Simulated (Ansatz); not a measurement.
Given this structure, coordinates from a relaxation with Ansatz, DFT PBE, scalar-relativistic, plane waves, PAW; the starting structure was generated, so it need not be a known form of this composition, written in its standard cell:

```xyz
8
Lattice="5.3320 0.0000 0.0000 0.0000 5.3320 0.0000 0.0000 0.0000 5.3320" Properties=species:S:1:pos:R:3 pbc="T T T"
Cd    0.0000    2.6660    1.3330
Cd    0.0000    2.6660    3.9990
Cd    1.3330    0.0000    2.6660
Cd    3.9990    0.0000    2.6660
Cd    2.6660    3.9990    0.0000
Cd    2.6660    1.3330    0.0000
O     0.0000    0.0000    0.0000
O     2.6660    2.6660    2.6660
```

### What does the kinematic electron diffraction pattern along [210] look like at 200 kV (B = 0.5 Å²)?

The spots form a rectangular net whose two shortest vectors correspond to d = 5.33 Å and 2.38 Å, 90.0° apart. They are 0 0 1 (itself extinct) and 1 -2 0. The pattern has symmetry 2mm. A glide plane extinguishes reflections such as 1 -2 -2, 1 -2 2; a screw axis and a glide plane both extinguish reflections such as 0 0 1, 0 0 3, 0 0 5; reflections such as 1 -2 -6, 1 -2 6, 3 -6 -2 are allowed by the space group but vanish because the atoms sit on special positions.

Strongest reflections with d > 0.81 Å, one of each family (|F|² from tabulated Gaussian fits of the electron scattering factors, times a small damping for the curvature of the Ewald sphere):

| hkl | d (Å) | I (strongest = 100) |
| --- | --- | --- |
| 1 -2 0 | 2.385 | 100 |
| 0 0 4 | 1.333 | 86 |
| 0 0 2 | 2.666 | 47 |
| 1 -2 1 | 2.177 | 35 |
| 2 -4 1 | 1.164 | 23 |
| 1 -2 3 | 1.425 | 15 |

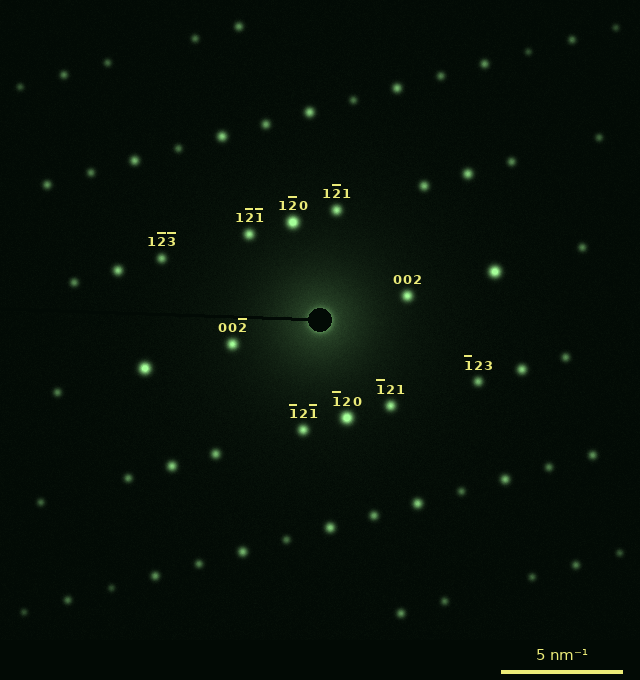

Calculated pattern, seen from the source side with [210] pointing towards the source.
